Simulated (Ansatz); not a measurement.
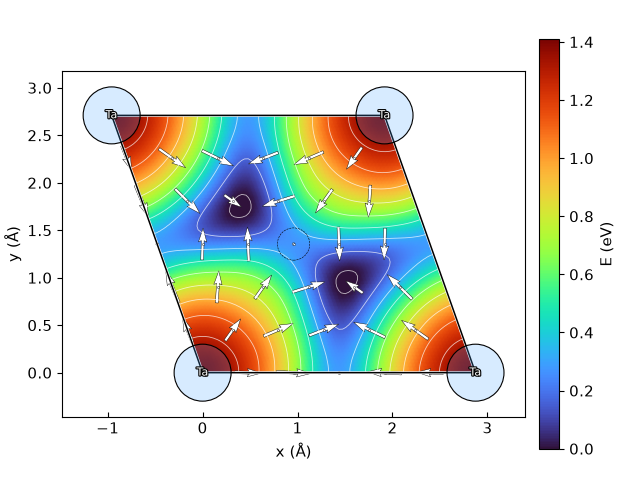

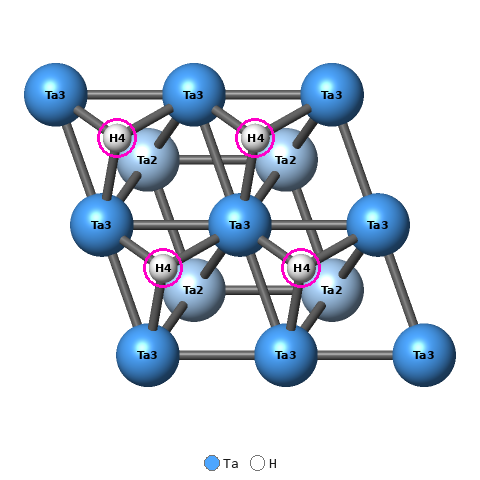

Energy landscape of H on a Ta(110) slab cut from the Im-3m phase, its upper half relaxed before the scan (3 atoms of substrate and one adsorbate in a 1 × 1 cell). H is moved over the surface cell; relaxed at each place: the height of the adsorbate's atoms; substrate rigid; the origin of the map has the adsorbate above Ta3. Places are given modulo a cell vector. The map is drawn in real space over the plane of the surface. The grid has 6 × 6 points; 13 points were computed and 23 follow by symmetry. Energies are in eV, from the lowest grid point. With one adsorbate in each 1 × 1 cell, its nearest image is 2.9 Å away, so neighbouring adsorbates interact. Method: DFT PBE, scalar-relativistic, plane waves, PAW (Ansatz). Settings: cutoff 420 eV, k-mesh 10×10×1, gaussian smearing 0.1 eV, no spin polarisation.

Drawn: a smooth colour map with a few white contour lines, dots at the grid points, arrows along the force (downhill), their lengths compressed, labelled circles for the atoms of the top layer and small ones for the second layer, the outline of one cell of the plane. Between grid points the surface is interpolated. The second picture is the structure at the lowest point; rings mark the moved atoms.

**Where are the wells?**

The lowest grid point is at (2/6, 4/6) of the cell vectors [nearest 1 Ta at 1.91 Å]; the map holds 2 wells of about this depth. The bottom of the well lies between grid points, at about (0.35, 0.65) of the cell vectors, about 0.024 eV lower on the interpolated surface. No other kind of well shows on this grid. The highest grid point, the top site over a surface Ta atom, (0/6, 0/6) of the cell vectors, lies 1.41 eV above the lowest. On the interpolated surface the easiest way out of the lowest well to a well of about the same depth near (4/6, 2/6) of the cell vectors [nearest 1 Ta at 1.91 Å] passes a barrier of about 0.29 eV, counted from the interpolated bottom of the well. At the lowest point the adsorbate has 1 Ta at 1.91 Å as nearest neighbours, at the highest 1 Ta at 1.81 Å. Its relaxed height above the top atom is 1.09 Å at the lowest and 1.81 Å at the highest point.

Grid values (eV):

```
second ↓, first →   0/6   1/6   2/6   3/6   4/6   5/6
              5/6  1.21  0.91  0.38  0.25  0.82  1.16
              4/6  0.74  0.38  0.00  0.26  0.69  0.82
              3/6  0.28  0.25  0.26  0.27  0.26  0.25
              2/6  0.74  0.82  0.69  0.26  0.00  0.38
              1/6  1.21  1.16  0.82  0.25  0.38  0.91
              0/6  1.41  1.21  0.74  0.28  0.74  1.21
```

Each point was launched as `ansatz run input.yaml --threads 1 --pin off --max-ram 3072MiB --backend cpu --events-out ev --progress --plain --runs-dir out`. Time for the 13 points that were run: 11 min on 1 thread of Arm Neoverse V2, on a shared host.

PAW datasets: the set soft_1.
